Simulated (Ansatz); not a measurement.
## CuO: single-point calculation (part 2 of 2)

CuO (Cccm, 4 atoms in the cell); DFT r2SCAN, scalar-relativistic, plane waves, PAW, spin-polarised (Ansatz 0.2.0); cutoff 500 eV, 6×6×4 k-mesh, Gaussian smearing of 0.1 eV, collinear spins. The structure derives from a Materials Project entry.

Geometry of the input (Å; fractional positions):
```
1.9910  -2.1536  0.0000
1.9910  2.1536  0.0000
0.0000  0.0000  5.1559
Cu -0.0000  0.5000  0.0000
Cu 0.5000  -0.0000  0.5000
O  0.5000  0.5000  0.2500
O  0.5000  0.5000  0.7500
```

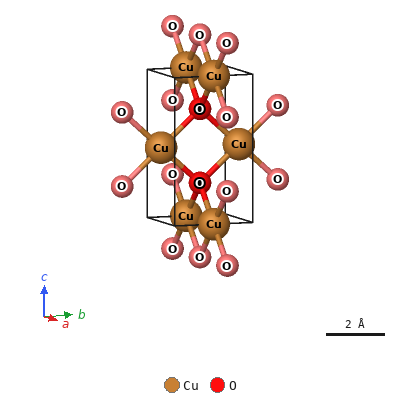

Fig. 1: The structure (ball-and-stick view of the cell of the calculation, seen slightly off an axis; neighbours outside the cell are drawn fainter). An atom can appear more than once, as a periodic image.

### Log, continued
```
SCF iter   1: F=-14396.941796 eV  HF=-14396.349533 eV  |F-HF|=5.92e-1  |Δ(HF+E_count)|=         —  Δρ=8.34e-2 (↑6.34e-2 ↓8.34e-2)  dr2=4.25e-1  dr2_τ=3.52e-2  dr2_m=1.93e0  M=0.741 μB ∫|m|=0.812 μB  β_m=0.30  ethr=8.45e-4  ⟨swp⟩=1.1  Hψ=12380  notcnv=0
preconditioner: auto → Kerker (q_TF=auto, 2.785 Å⁻¹)  [metal: Δε(μ)=0.024 eV  Ē_g=13.969 eV  σ=0.100 eV  W_gap=0.13  n_scr=16 (ndim 8)  ℏωp=32.6 eV  f_vac=0.007  D(μ)=3.08/eV (n_scr^D=36)]
spin=Collinear: Kerker preconditioning applied to the charge; magnetization (m = ρ↑ − ρ↓) channel mixes plain (no charge-response kernel on spin).
SCF iter   2: F=-14397.199632 eV  HF=-14396.756328 eV  |F-HF|=4.43e-1  |Δ(HF+E_count)|=   4.07e-1  Δρ=5.26e-2 (↑5.26e-2 ↓4.48e-2)  dr2=2.26e-1  dr2_τ=1.13e-2  dr2_m=7.87e-1  M=0.871 μB ∫|m|=0.933 μB  β_m=0.30  ethr=8.45e-4  ⟨swp⟩=2.5  Hψ=4299  notcnv=0  κ⁻¹=1.0e0(r=1)
SCF iter   3: F=-14397.237016 eV  HF=-14396.981575 eV  |F-HF|=2.55e-1  |Δ(HF+E_count)|=   2.25e-1  Δρ=3.75e-2 (↑3.75e-2 ↓3.20e-2)  dr2=1.61e-1  dr2_τ=6.31e-3  dr2_m=3.75e-1  M=0.920 μB ∫|m|=0.983 μB  β_m=0.30  ethr=4.53e-4  ⟨swp⟩=2.0  Hψ=3698  notcnv=0  defer=55  κ⁻¹=1.8e-2(r=2)
SCF iter   4: F=-14397.268509 eV  HF=-14397.228809 eV  |F-HF|=3.97e-2  |Δ(HF+E_count)|=   2.47e-1  Δρ=2.19e-2 (↑2.19e-2 ↓1.31e-2)  dr2=3.73e-2  dr2_τ=2.00e-3  dr2_m=1.21e-1  M=1.063 μB ∫|m|=1.128 μB  β_m=0.30  ethr=3.21e-4  ⟨swp⟩=2.0  Hψ=4370  notcnv=0  defer=55  κ⁻¹=1.2e-3(r=3)
SCF iter   5: F=-14397.289954 eV  HF=-14397.259537 eV  |F-HF|=3.04e-2  |Δ(HF+E_count)|=   3.07e-2  Δρ=1.43e-2 (↑1.43e-2 ↓9.22e-3)  dr2=2.23e-2  dr2_τ=1.16e-3  dr2_m=5.25e-2  M=1.158 μB ∫|m|=1.225 μB  β_m=1.00  ethr=7.46e-5  ⟨swp⟩=1.4  Hψ=3203  notcnv=0  defer=116  κ⁻¹=4.5e-4(r=4)
SCF iter   6: F=-14397.304446 eV  HF=-14397.282959 eV  |F-HF|=2.15e-2  |Δ(HF+E_count)|=   2.34e-2  Δρ=6.82e-3 (↑6.82e-3 ↓6.76e-3)  dr2=2.89e-2  dr2_τ=8.54e-4  dr2_m=8.21e-3  M=1.255 μB ∫|m|=1.346 μB  β_m=1.00  ethr=4.45e-5  ⟨swp⟩=2.0  Hψ=5159  notcnv=0  defer=140  κ⁻¹=5.9e-5(r=5)
SCF iter   7: F=-14397.338985 eV  HF=-14397.303101 eV  |F-HF|=3.59e-2  |Δ(HF+E_count)|=   2.01e-2  Δρ=7.06e-3 (↑7.06e-3 ↓5.73e-3)  dr2=9.47e-4  dr2_τ=5.09e-4  dr2_m=1.64e-2  M=1.395 μB ∫|m|=1.495 μB  β_m=1.00  ethr=4.45e-5  ⟨swp⟩=1.9  Hψ=3772  notcnv=0  defer=159  κ⁻¹=3.1e-5(r=6)
SCF iter   8: F=-14397.349895 eV  HF=-14397.315534 eV  |F-HF|=3.44e-2  |Δ(HF+E_count)|=   1.24e-2  Δρ=4.26e-3 (↑4.26e-3 ↓4.10e-3)  dr2=3.74e-3  dr2_τ=1.77e-4  dr2_m=6.11e-3  M=1.479 μB ∫|m|=1.586 μB  β_m=1.00  ethr=1.89e-6  ⟨swp⟩=2.0  Hψ=4831  notcnv=0  defer=159  κ⁻¹=2.2e-6(r=7)
SCF iter   9: F=-14397.358700 eV  HF=-14397.326481 eV  |F-HF|=3.22e-2  |Δ(HF+E_count)|=   1.09e-2  Δρ=2.74e-3 (↑2.74e-3 ↓2.41e-3)  dr2=1.95e-3  dr2_τ=6.55e-5  dr2_m=2.20e-3  M=1.529 μB ∫|m|=1.642 μB  β_m=1.00  ethr=1.89e-6  ⟨swp⟩=2.0  Hψ=4622  notcnv=0  defer=159  κ⁻¹=1.2e-6(r=8)
SCF iter  10: F=-14397.363279 eV  HF=-14397.339050 eV  |F-HF|=2.42e-2  |Δ(HF+E_count)|=   1.26e-2  Δρ=2.71e-3 (↑2.31e-3 ↓2.71e-3)  dr2=3.26e-3  dr2_τ=4.40e-5  dr2_m=1.71e-3  M=1.571 μB ∫|m|=1.689 μB  β_m=1.20  ethr=1.89e-6  ⟨swp⟩=2.0  Hψ=3858  notcnv=0  defer=159
Mixer restart at iter 10: flushing history
spin-set hold released at iteration 10 (site moments contracting): the magnetisation degrees of freedom join the quasi-Newton model from the next iteration; the mixer history was flushed
SCF iter  11: F=-14397.368385 eV  HF=-14397.346447 eV  |F-HF|=2.19e-2  |Δ(HF+E_count)|=   7.40e-3  Δρ=1.74e-3 (↑1.63e-3 ↓1.74e-3)  dr2=1.85e-3  dr2_τ=2.56e-5  dr2_m=7.04e-4  M=1.607 μB ∫|m|=1.731 μB  β_m=1.20  ethr=1.89e-6  ⟨swp⟩=2.0  Hψ=3933  notcnv=0  defer=159  κ⁻¹=1.0e0(r=1)
SCF iter  12: F=-14397.378804 eV  HF=-14397.368918 eV  |F-HF|=9.89e-3  |Δ(HF+E_count)|=   2.25e-2  Δρ=3.86e-3 (↑2.07e-3 ↓3.86e-3)  dr2=3.42e-3  dr2_τ=3.99e-5  dr2_m=3.02e-3  M=1.736 μB ∫|m|=1.873 μB  β_m=1.20  ethr=1.89e-6  ⟨swp⟩=2.0  Hψ=4760  notcnv=0  defer=159  κ⁻¹=1.2e-1(r=2)
SCF iter  13: F=-14397.379426 eV  HF=-14397.369948 eV  |F-HF|=9.48e-3  |Δ(HF+E_count)|=   1.03e-3  Δρ=3.90e-3 (↑2.04e-3 ↓3.90e-3)  dr2=3.54e-3  dr2_τ=4.03e-5  dr2_m=3.03e-3  M=1.745 μB ∫|m|=1.883 μB  β_m=1.20  ethr=1.89e-6  ⟨swp⟩=1.0  Hψ=2905  notcnv=0  defer=161  κ⁻¹=4.9e-4(r=3)
SCF iter  14: F=-14397.377553 eV  HF=-14397.367498 eV  |F-HF|=1.01e-2  |Δ(HF+E_count)|=   2.45e-3  Δρ=4.09e-3 (↑2.15e-3 ↓4.09e-3)  dr2=3.80e-3  dr2_τ=4.67e-5  dr2_m=3.35e-3  M=1.723 μB ∫|m|=1.857 μB  β_m=1.20  ethr=1.89e-6  ⟨swp⟩=2.2  Hψ=3270  notcnv=0  defer=161  κ⁻¹=2.3e-4(r=4)
SCF iter  15: F=-14397.385461 eV  HF=-14397.378763 eV  |F-HF|=6.70e-3  |Δ(HF+E_count)|=   1.13e-2  Δρ=1.89e-3 (↑9.61e-4 ↓1.89e-3)  dr2=1.40e-3  dr2_τ=8.89e-6  dr2_m=5.86e-4  M=1.822 μB ∫|m|=1.974 μB  β_m=1.20  ethr=1.89e-6  ⟨swp⟩=2.0  Hψ=4600  notcnv=0  defer=161  κ⁻¹=1.1e-4(r=5)
SCF iter  16: F=-14397.388223 eV  HF=-14397.387344 eV  |F-HF|=8.79e-4  |Δ(HF+E_count)|=   8.58e-3  Δρ=1.24e-3 (↑6.15e-4 ↓1.24e-3)  dr2=1.58e-4  dr2_τ=7.47e-6  dr2_m=3.04e-4  M=1.876 μB ∫|m|=2.051 μB  β_m=1.20  ethr=1.89e-6  ⟨swp⟩=2.0  Hψ=4984  notcnv=0  defer=159  κ⁻¹=2.7e-5(r=6)
SCF iter  17: F=-14397.388331 eV  HF=-14397.388125 eV  |F-HF|=2.07e-4  |Δ(HF+E_count)|=   7.80e-4  Δρ=5.80e-4 (↑5.80e-4 ↓2.62e-4)  dr2=5.72e-5  dr2_τ=1.80e-6  dr2_m=5.67e-5  M=1.883 μB ∫|m|=2.058 μB  β_m=1.20  ethr=3.17e-7  ⟨swp⟩=2.0  Hψ=4754  notcnv=0  defer=161  κ⁻¹=2.5e-5(r=7)
SCF iter  18: F=-14397.388197 eV  HF=-14397.387886 eV  |F-HF|=3.11e-4  |Δ(HF+E_count)|=   2.39e-4  Δρ=9.96e-4 (↑4.35e-4 ↓9.96e-4)  dr2=1.92e-4  dr2_τ=2.54e-6  dr2_m=1.67e-4  M=1.893 μB ∫|m|=2.074 μB  β_m=1.20  ethr=1.14e-7  ⟨swp⟩=2.0  Hψ=4113  notcnv=0  defer=161  κ⁻¹=1.0e-5(r=8)
SCF iter  19: F=-14397.388270 eV  HF=-14397.388180 eV  |F-HF|=9.02e-5  |Δ(HF+E_count)|=   2.94e-4  Δρ=1.19e-3 (↑1.01e-3 ↓1.19e-3)  dr2=7.51e-5  dr2_τ=7.78e-6  dr2_m=4.77e-4  M=1.877 μB ∫|m|=2.049 μB  β_m=1.20  ethr=1.14e-7  ⟨swp⟩=2.5  Hψ=4586  notcnv=0  defer=162  κ⁻¹=9.1e-6(r=8)
SCF iter  20: F=-14397.388228 eV  HF=-14397.388063 eV  |F-HF|=1.65e-4  |Δ(HF+E_count)|=   1.16e-4  Δρ=9.43e-4 (↑7.66e-4 ↓9.43e-4)  dr2=6.11e-5  dr2_τ=4.40e-6  dr2_m=2.82e-4  M=1.893 μB ∫|m|=2.074 μB  β_m=1.20  ethr=1.14e-7  ⟨swp⟩=2.4  Hψ=4718  notcnv=0  defer=167  κ⁻¹=1.4e-5(r=8)
SCF iter  21: F=-14397.388337 eV  HF=-14397.388308 eV  |F-HF|=2.89e-5  |Δ(HF+E_count)|=   2.45e-4  Δρ=3.00e-4 (↑2.85e-4 ↓3.00e-4)  dr2=5.34e-6  dr2_τ=5.44e-7  dr2_m=3.33e-5  M=1.887 μB ∫|m|=2.064 μB  β_m=1.20  ethr=1.14e-7  ⟨swp⟩=2.0  Hψ=3966  notcnv=0  defer=168  κ⁻¹=1.0e-5(r=8)
SCF iter  22: F=-14397.388354 eV  HF=-14397.388353 eV  |F-HF|=3.33e-7  |Δ(HF+E_count)|=   4.55e-5  Δρ=2.83e-5 (↑2.83e-5 ↓2.56e-5)  dr2=3.07e-7  dr2_τ=5.67e-9  dr2_m=1.47e-7  M=1.884 μB ∫|m|=2.059 μB  β_m=1.20  ethr=1.07e-8  ⟨swp⟩=2.3  Hψ=4614  notcnv=0  defer=168  κ⁻¹=3.5e-6(r=8)
SCF iter  23: F=-14397.388354 eV  HF=-14397.388354 eV  |F-HF|=8.67e-8  |Δ(HF+E_count)|=   1.97e-7  Δρ=4.49e-5 (↑3.28e-5 ↓4.49e-5)  dr2=2.05e-7  dr2_τ=7.43e-9  dr2_m=5.53e-7  M=1.884 μB ∫|m|=2.059 μB  β_m=1.20  ethr=6.14e-10  ⟨swp⟩=2.0  Hψ=3611  notcnv=0  defer=168  κ⁻¹=1.9e-6(r=8)
iter 24 did not close the SCF: its close was put off for a magnetic moment that had not settled (scf_convergence_deferred on its scf_iter line)
SCF iter  24: F=-14397.388354 eV  HF=-14397.388354 eV  |F-HF|=1.03e-7  |Δ(HF+E_count)|=   1.21e-7  Δρ=1.11e-5 (↑1.06e-5 ↓1.11e-5)  dr2=1.35e-8  dr2_τ=1.08e-9  dr2_m=4.18e-8  M=1.883 μB ∫|m|=2.058 μB  β_m=1.20  ethr=2.00e-10  ⟨swp⟩=6.5  Hψ=10623  notcnv=0  κ⁻¹=2.5e-6(r=8)
SCF iter  25: F=-14397.388354 eV  HF=-14397.388354 eV  |F-HF|=2.01e-8  |Δ(HF+E_count)|=   1.17e-7  Δρ=2.68e-6 (↑2.37e-6 ↓2.68e-6)  dr2=2.93e-9  dr2_τ=8.32e-11  dr2_m=1.18e-10  M=1.884 μB ∫|m|=2.059 μB  ethr=2.71e-11  ⟨swp⟩=1.6  Hψ=7711  notcnv=0
SCF 1 converged in 25 iterations: F = -14397.388354 eV  dr2 = 2.93e-9
  greatest PAW one-centre occupation: 1.000 electrons in one spin orbital (limit 2), on the Cu atom at site 1 (counted from 0), in its partial waves of l = 0
this state was not tested for a lower state beside it, because the mixer in use, unlike msr1, does not test its closes by its own steps (another_mixer; see scf.mixing.algorithm and scf.lower_state_search)
SCF converged after 25 iterations
Magnetization: 1.8835 μB (25.9418 up, 24.0582 down)
Absolute magnetization: 2.0403 μB (∫|ρ↑−ρ↓|, with the PAW one-centre terms)
Spin contamination: 0.0090 ħ² per cell (⟨S²⟩ above its minimum at these occupations)
Per-site moments (μB) at R_I (Å): [(0.624152566413164, 0.8053693978757361), (0.6241525664131636, 0.8053693978757362), (0.32724103316957914, 0.8053693978757362), (0.32724103316957887, 0.8053693978757361)]
Free energy (F): -14397.388354 eV
Harris-Foulkes:  -14397.388354 eV  (|F-HF|=2.01e-8)
Internal energy: -14397.385287 eV  (E = F + TS)
E sigma→0 (E₀):  -14397.386820 eV
Entropy (-TS):   -0.003067 eV (-0.767 meV/atom)
Fermi energy:    10.626744 eV
--- Per-component energies (eV) ---
  E_band       = -998.108645
  E_kinetic    = 941.890656
  E_local      = -10144.752360  (includes V_loc(G=0)·N_el)
  E_nonlocal   = 880.109632
  E_hartree    = 4393.022379
  E_xc         = -311.309991
  E_vxc        = -455.019484  (∫ρ·V_xc dr)
  E_paw        = -3666.778139  (= ΣΔE_a)
  E_vpaw       = -1036.787701  (= ΣTr[D̂ρ^β])
  E_aug_tail   = 0.002449  (compensation charges beyond the density's cutoff)
  E_vtau       = 30.406123  (kinetic-family band-sum trace: ∫τ·v_τ [+ j·A + Jᵃ·Aᵃ] dr)
  E_ewald      = -6488.903815
  E_core_change = -0.666098  (= ΣΔE_core)
  E_smearing   = -0.003067  (= −TS)
  E_closure    = -0.000000  (closes the sum)
  Σ components = -14397.388354   (vs F -14397.388354, Δ=0.00e0)
--- Forces (eV/Å), atoms counted from 1 ---
  atom   1  Cu     0.00000000     0.00000000     0.00000000
  atom   2  Cu     0.00000000    -0.00000000     0.00000000
  atom   3  O      0.00000000     0.00000000    -0.00000000
  atom   4  O      0.00000000    -0.00000000     0.00000000
  max |Σ_I F_I| component: 2.52e-29 eV/Å
--- Stress (GPa, compression-positive) ---
       -3.953716       0.000000      -0.000000
        0.000000      -5.227498      -0.000000
       -0.000000      -0.000000      -3.069954
  P = ⅓ Tr σ = -4.0837 GPa (-40.837 kbar)
--- Band table (eV; the first three rows and the last of 78) ---
  k-point 0 ↑: bands = ["-106.8578", "-106.8575", "-62.9637", "-62.9634", "-62.9396", "-62.9342", "-62.0520", "-62.0517", "-10.3452", "-9.0886", "2.2244", "4.2610", "4.4121", "6.4084", "6.7275", "6.9414", "6.9648", "6.9958", "7.3877", "7.4444", "7.5397", "7.6105", "7.8748", "8.1403", "10.4315", "10.6158", "12.1681", "17.1837", "18.2445", "24.4645", "25.7404", "25.8582"]
  k-point 1 ↑: bands = ["-106.8577", "-106.8575", "-62.9636", "-62.9635", "-62.9388", "-62.9350", "-62.0520", "-62.0517", "-10.1869", "-9.3045", "2.8090", "4.2958", "4.4053", "6.0143", "6.5470", "6.5505", "6.6121", "6.7324", "7.5492", "7.5997", "7.7630", "7.9922", "8.0231", "8.0713", "10.1743", "10.3333", "12.9228", "15.7908", "20.1330", "24.6737", "25.1989", "26.0598"]
  k-point 2 ↑: bands = ["-106.8576", "-106.8576", "-62.9636", "-62.9636", "-62.9369", "-62.9369", "-62.0518", "-62.0518", "-9.7737", "-9.7737", "4.3011", "4.3011", "4.3652", "4.3652", "6.3396", "6.3396", "6.6941", "6.6941", "7.5757", "7.5757", "7.8165", "7.8165", "8.5596", "8.5596", "9.8765", "9.8765", "14.2943", "14.2943", "22.8218", "22.8218", "25.3437", "25.3437"]
  k-point 38 ↓: bands = ["-105.6949", "-105.6949", "-61.6231", "-61.6231", "-61.5112", "-61.5112", "-61.4820", "-61.4820", "-8.3220", "-8.3220", "4.8588", "4.8588", "5.1803", "5.1803", "5.7282", "5.7282", "7.6131", "7.6131", "7.8554", "7.8554", "8.7956", "8.7956", "9.3146", "9.3146", "11.2837", "11.2837", "14.9303", "14.9303", "21.5875", "21.5875", "23.2658", "23.2658"]
--- Löwdin populations: 4 sites ---
  site symbol       q [e]    m [muB]
     0     Cu     17.9060     0.5292
     1     Cu     17.9060     0.5292
     2      O      6.9736     0.4086
     3      O      6.9736     0.4086
  spilling = 0.004815 (of n_electrons = 50.000000)
```

### Summary

```json
{"quantity": "outcome", "value": "converged"}
{"quantity": "space group (tolerance 0.01 Å)", "value": "Cccm (66)"}
{"quantity": "electrons treated", "value": "50"}
{"quantity": "free energy", "value": "−14397.3884 eV"}
{"quantity": "Fermi energy", "value": "10.627 eV"}
{"quantity": "gap on the k-point mesh", "value": "none (metallic)"}
{"quantity": "net moment of the cell", "value": "1.88 μB"}
{"quantity": "integrated absolute moment", "value": "2.04 μB"}
{"quantity": "pressure", "value": "−4.08 GPa"}
{"quantity": "largest force (length of the vector)", "value": "under 0.001 eV/Å"}
{"quantity": "hardware", "value": "1 thread of Intel Xeon @ 2.50GHz (Skylake/Cascade Lake), 189 GiB of memory available, shared host"}
{"quantity": "wall time", "value": "71 s"}
{"quantity": "peak memory", "value": "0.51 GiB"}
```

The electronic state found may not be the lowest one. Warnings of the run: the state was not tested for a lower one.
